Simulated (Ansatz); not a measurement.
# Calculations on AlGa3N4

### Vibrations

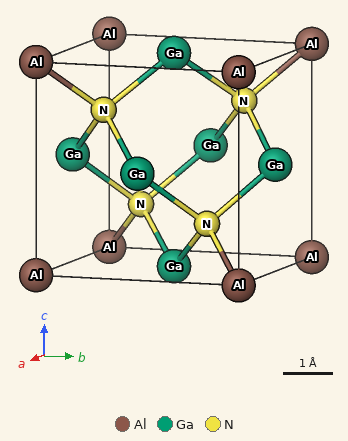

Phonons of a crystal of AlGa$_{3}$N$_{4}$ relaxed at 6 GPa, at the zone centre. Style: ball-and-stick. Shown: the cell of the calculation, slightly off an axis.

Method: DFT PBEsol, scalar-relativistic, plane waves, PAW (Ansatz 0.2.0).

Input file:
```yaml
crystal:
  lattice:
    - [4.4239671855, 0.0, 0.0]
    - [0.0, 4.4239671855, 0.0]
    - [0.0, 0.0, 4.4239671855]
  atoms:
    - { symbol: Al, position: [0.0, 0.0, 0.0] }
    - { symbol: Ga, position: [0.5, 0.5, 0.0] }
    - { symbol: Ga, position: [0.5, 0.0, 0.5] }
    - { symbol: Ga, position: [0.0, 0.5, 0.5] }
    - { symbol: "N", position: [0.755064704, 0.755064704, 0.244935296] }
    - { symbol: "N", position: [0.755064704, 0.244935296, 0.755064704] }
    - { symbol: "N", position: [0.244935296, 0.755064704, 0.755064704] }
    - { symbol: "N", position: [0.244935296, 0.244935296, 0.244935296] }
basis:
  ecutwfc: 420
kpoints:
  mp_grid: { grid: [6, 6, 6] }
hamiltonian:
  xc: pbesol
scf:
  occupations: { method: fixed }
output:
  eigenvalues: true
phonons:
  method: dfpt
  dielectric: true
  rigid_motions: translations
  eigenvectors: true
```

Command:
```bash
ansatz run input.yaml --threads 2 --pin off --max-ram 6144MiB --backend cpu --events-out ev --progress --plain --runs-dir out
```

Frequencies are those without the non-analytic (LO–TO) term.

**Which optical modes does it have, at what frequencies, and is it stable there?**

The calculation's cell holds 8 atoms, so there are 21 optical modes, in 8 levels. The optical modes span 2T₁ + 4T₂ + E + A₁. No level is unstable.

```
level  symmetry  frequency (cm⁻¹)                    activity
    1        T₁               189                      silent
    2        T₂               233  infrared- and Raman-active
    3        T₂               420  infrared- and Raman-active
    4        T₂               583  infrared- and Raman-active
    5        T₁               621                      silent
    6        T₂               681  infrared- and Raman-active
    7         E               697                Raman-active
    8        A₁               716                Raman-active
```

The modes drawn as arrows (one member of each degenerate set), 6 of the levels:

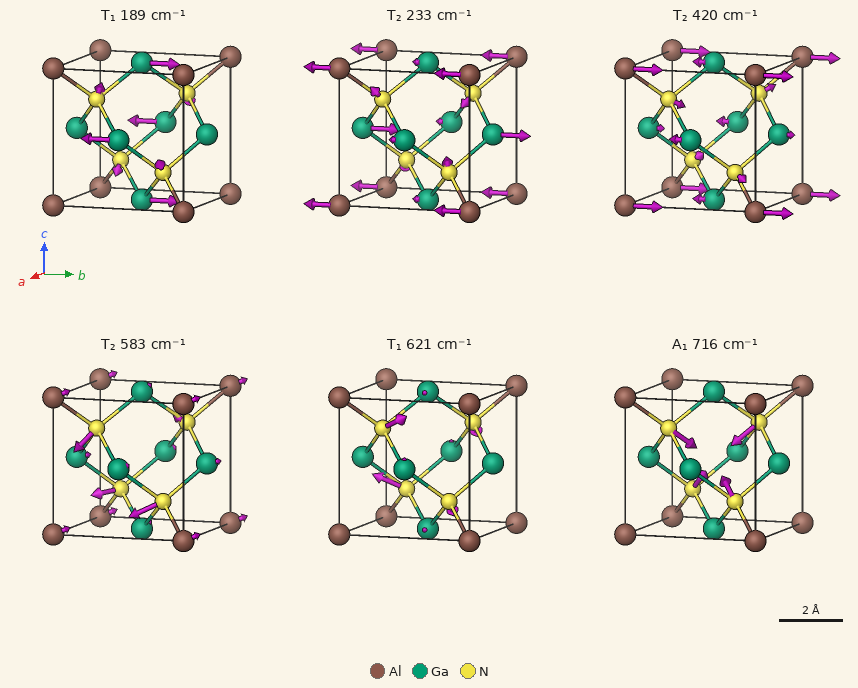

### One mode

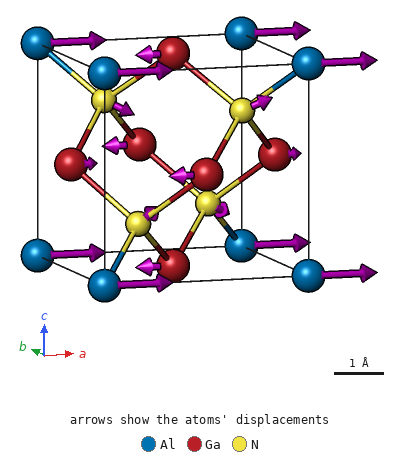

One vibrational mode of a crystal of AlGa3N4 at the zone centre. The purple arrows are the displacements of the atoms (eigenvector over the root of the mass), of arbitrary overall length and sign. Style: ball-and-stick. Shown: the cell of the calculation, slightly off an axis.

The calculation used Ansatz, DFT PBEsol, scalar-relativistic, plane waves, PAW. Set-up: plane-wave cutoff 420 eV; k-point mesh 6 × 6 × 6; occupations fixed; no spin polarisation.

Frequencies are those without the non-analytic (LO–TO) term.

### Give the symmetry, activity and frequency of this mode.

This is the T₂ mode (triply degenerate; one member of the set is drawn) at 12.3 THz, optical level 3 of 8, counted from below, infrared- and Raman-active by symmetry. The kinetic energy is shared as Ga 47 %, Al 39 %, N 14 %. Its infrared intensity is 6.1 (D/Å)²/amu for the set.

### Softest mode

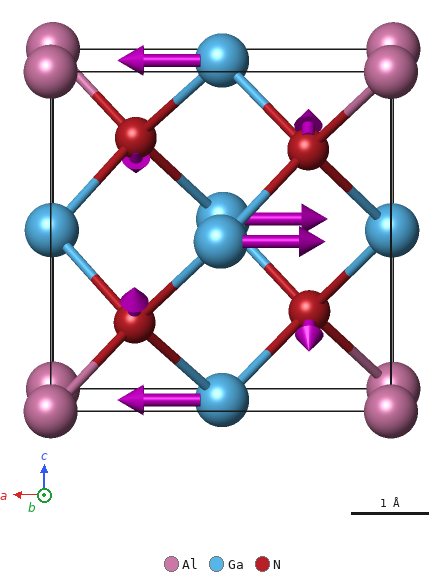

The lowest optical mode of a crystal of AlGa$_{3}$N$_{4}$ relaxed at 2 GPa, space group P-43m (No. 215), at the zone centre. Displacements are drawn as purple arrows; their common scale and sign are arbitrary. A ball-and-stick model of the cell of the calculation, seen from a free direction.

The calculation used DFT PBEsol, scalar-relativistic, plane waves, PAW in Ansatz.

Input
```yaml
crystal:
  lattice:
    - [4.452369079, 0.0, 0.0]
    - [0.0, 4.452369079, 0.0]
    - [0.0, 0.0, 4.452369079]
  atoms:
    - { symbol: Al, position: [0.0, 0.0, 0.0] }
    - { symbol: Ga, position: [0.5, 0.5, 0.0] }
    - { symbol: Ga, position: [0.5, 0.0, 0.5] }
    - { symbol: Ga, position: [0.0, 0.5, 0.5] }
    - { symbol: "N", position: [0.755041743, 0.755041743, 0.244958257] }
    - { symbol: "N", position: [0.755041743, 0.244958257, 0.755041743] }
    - { symbol: "N", position: [0.244958257, 0.755041743, 0.755041743] }
    - { symbol: "N", position: [0.244958257, 0.244958257, 0.244958257] }
basis:
  ecutwfc: 420
kpoints:
  mp_grid: { grid: [6, 6, 6] }
hamiltonian:
  xc: pbesol
scf:
  occupations: { method: fixed }
output:
  eigenvalues: true
phonons:
  method: dfpt
  dielectric: true
  rigid_motions: translations
  eigenvectors: true
```

Command:
```bash
ansatz run input.yaml --threads 2 --pin off --max-ram 6144MiB --backend cpu --events-out ev --progress --plain --runs-dir out
```

Frequencies are those without the non-analytic (LO–TO) term.

> Is this crystal at a minimum with respect to the drawn distortion?

Yes: this softest mode has a real frequency, and so have all others here. That speaks for this wave vector alone: the rest of the zone wasn't checked in this run. This is the T₁ mode (triply degenerate; one member of the set is drawn) at 189 cm⁻¹, the lowest optical level, silent by symmetry (neither infrared- nor Raman-active). The Al atoms stay at rest; atoms of one kind move against one another, with no net shift of any sublattice; it mainly bends the Al–N, Ga–N bonds; the kinetic energy is shared as Ga 93 %, N 7 %.

### Softest mode

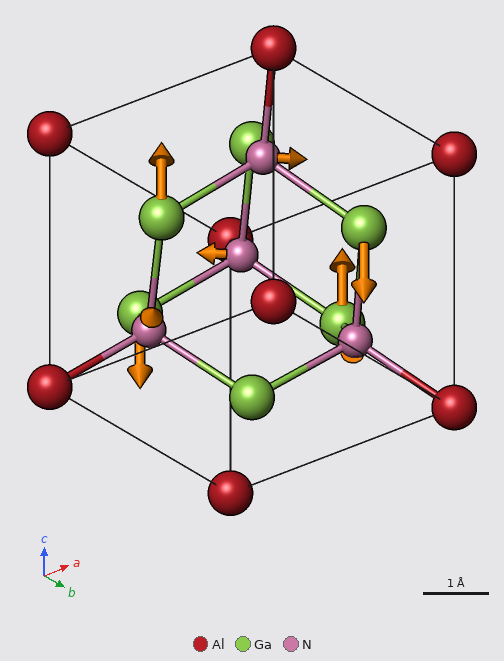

The lowest optical mode of solid AlGa$_{3}$N$_{4}$ at 0.98 times its rest volume, space group P-43m (No. 215), at the zone centre. The orange arrows give the relative displacements of the atoms. Style: ball-and-stick. Shown: the cell of the calculation, from a free direction.

Level of theory: DFT PBEsol, scalar-relativistic, plane waves, PAW in Ansatz. Set-up: plane-wave cutoff 420 eV; k-point mesh 6 × 6 × 6; occupations fixed; no spin polarisation.

Frequencies are those without the non-analytic (LO–TO) term.

Is the structure stable against all modes at this point?

Answer. Yes: this softest mode has a real frequency, and so have all others here. That speaks for this wave vector alone: the rest of the zone wasn't checked in this run. This is the T₁ mode (triply degenerate; one member of the set is drawn) at 189 cm⁻¹, the lowest optical level, silent by symmetry (neither infrared- nor Raman-active). The Al atoms stay at rest; atoms of one kind move against one another, with no net shift of any sublattice; it mainly bends the Al–N, Ga–N bonds; the kinetic energy is shared as Ga 92 %, N 8 %.
